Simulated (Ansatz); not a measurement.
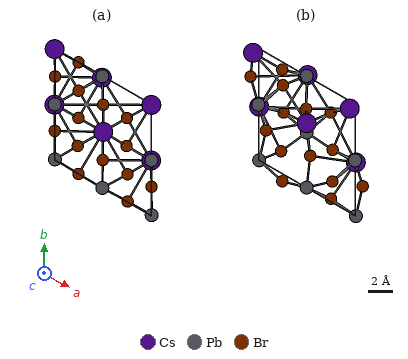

The structure of a crystal of CsPbBr3 (set up in P1) before (left) and after (right) a relaxation, at one scale.

Style: ball-and-stick. Shown: the cell of the calculation, along the c axis.

Theory: Ansatz, DFT PBEsol, scalar-relativistic, plane waves, PAW.

Input
```yaml
crystal:
  lattice:
    - [-5.879665856, 5.879665856, 5.879665856]
    - [5.879665856, -5.879665856, 5.879665856]
    - [5.879665856, 5.879665856, -5.879665856]
  atoms:
    - { symbol: Cs, position: [-6.58594e-05, -0.0068021196, 0.0022720707] }
    - { symbol: Cs, position: [0.5024882012, 0.5027918945, 0.0032441629] }
    - { symbol: Cs, position: [0.488786197, -0.0183070845, 0.4870658847] }
    - { symbol: Cs, position: [-0.0020888036, 0.4946307002, 0.497322308] }
    - { symbol: Pb, position: [0.4995980818, 0.5051422555, 0.5022005256] }
    - { symbol: Pb, position: [0.002993978, 0.0072313654, 0.5038735103] }
    - { symbol: Pb, position: [0.0003162292, 0.4982444319, -0.0011204851] }
    - { symbol: Pb, position: [0.4931904574, -0.0035923953, -0.0004252324] }
    - { symbol: Br, position: [0.7475377598, 0.7497293523, 0.4932008179] }
    - { symbol: Br, position: [0.2384995777, 0.2454879583, 0.4988165949] }
    - { symbol: Br, position: [0.2477711458, 0.7439672439, -0.0018978943] }
    - { symbol: Br, position: [0.7536546366, 0.2493729096, 0.0017089843] }
    - { symbol: Br, position: [0.2455898027, 0.499767741, 0.25152211] }
    - { symbol: Br, position: [0.7547001843, 0.0063685664, 0.2607132842] }
    - { symbol: Br, position: [0.7435525909, 0.4972582007, 0.7480361412] }
    - { symbol: Br, position: [0.2467626543, -0.0014434322, 0.7445647154] }
    - { symbol: Br, position: [0.5012995498, 0.7449720796, 0.7509389915] }
    - { symbol: Br, position: [0.0016807459, 0.2614886439, 0.748453908] }
    - { symbol: Br, position: [0.0050124714, 0.7501760097, 0.2553194654] }
    - { symbol: Br, position: [0.4975185879, 0.2483420836, 0.2484180073] }
basis:
  ecutwfc: 420
  xc_grid: 2
kpoints:
  mp_grid: { grid: [2, 2, 2], shift: [0.5, 0.5, 0.5] }
hamiltonian:
  xc: pbesol
scf:
  occupations: { method: gaussian, width: 0.02 }
output:
  forces: true
  stress: false
  eigenvalues: true
relax:
  adjacent_minimum: "off"
  f_tol: 0.03
  max_steps: 25
```

Launched with:
```bash
ansatz run input.yaml --threads 8 --pin off --max-ram 14336MiB --backend cpu --events-out ev --progress --plain --runs-dir out
```

Question: Summarise the run.

Answer: Over 16 geometry steps the energy falls by 22.9 meV per atom. Largest force component: 0.53 eV/Å at the start, 0.018 eV/Å at the end. The forces were under the threshold at step 4, but the run went on from there. Cs2 moves most: 0.94 Å along [0 1 1]. Largest moves by element: Cs 0.94 Å, Br 0.74 Å, Pb 0.09 Å. The cell doesn't change. Among the contacts that change: Cs2–Br12 4.196 → 5.546 Å, Cs2–Br10 4.196 → 5.529 Å, Cs2–Br16 4.193 → 5.505 Å, Cs2–Br15 4.127 → 5.410 Å. Bonds break: Cs2–Br10 (4.20 → 5.53 Å), Cs2–Br12 (4.20 → 5.55 Å), Cs2–Br15 (4.13 → 5.41 Å), Cs2–Br16 (4.19 → 5.50 Å). Among the angles between lasting bonds that change: Cs2–Br19–Pb7 89.5° → 118.2°, Cs2–Br18–Pb6 89.4° → 116.0°, Pb6–Br16–Pb8 177.8° → 151.5°. The space group stays P1 (No. 1). The run took 2.3 min on 8 threads of Arm Neoverse V1, with other jobs on the host, peak memory 2 GiB.
